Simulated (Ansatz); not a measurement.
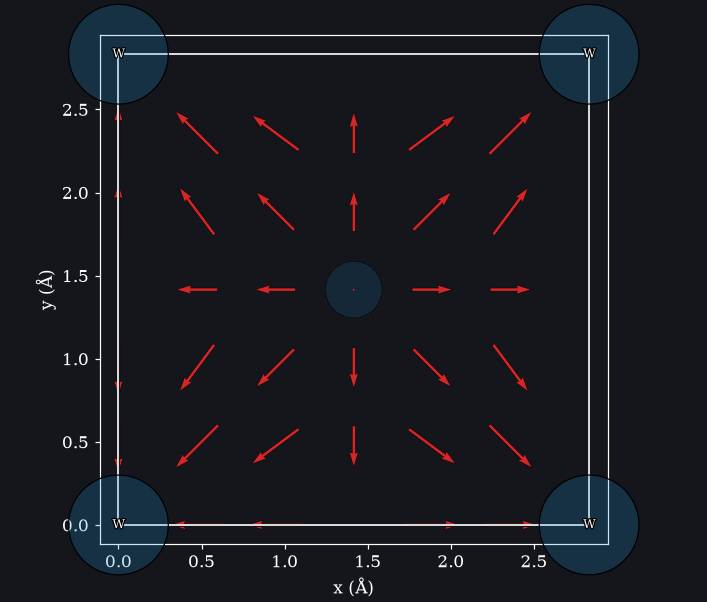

Si on a W(100) slab cut from the Fm-3m phase, its upper half relaxed before the scan (12 atoms of substrate and one adsorbate in a 2 × 2 cell). Si is moved over the surface cell at a fixed height above a rigid substrate; the origin of the map has the adsorbate above W9; the height is held at 3.10 Å. Places are given modulo a cell vector. The map is drawn in real space over the plane of the surface. The grid has 6 × 6 points; 10 points were computed and 26 follow by symmetry. Places are given in fractions of the 1 × 1 surface cell. The runs have no spin polarisation, so an open-shell adsorbate far from the surface lies too high. At a fixed height the lowest place need not be the adsorption site. The calculation used Ansatz, DFT PBE+D3(BJ), scalar-relativistic, plane waves, PAW. Settings: cutoff 420 eV, k-mesh 5×5×1, gaussian smearing 0.1 eV, no spin polarisation.

In the figure: arrows along the force (downhill), their lengths compressed, labelled circles for the atoms of the top layer and small ones for the second layer, the outline of one cell of the plane.

### The arrows alone are given. Where is the energy lowest?

The arrows converge at the top site over a surface W atom, (0/6, 0/6) of the cell vectors (read from the interpolated surface).

The energy map of the same scan:

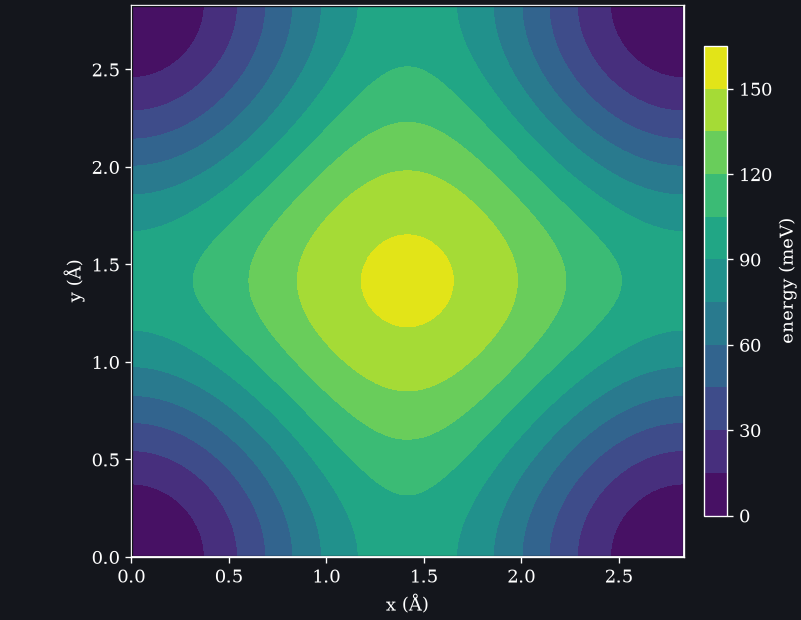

Energies are in meV, from the lowest grid point; between grid points the surface is interpolated.

PAW datasets: the set soft_1.
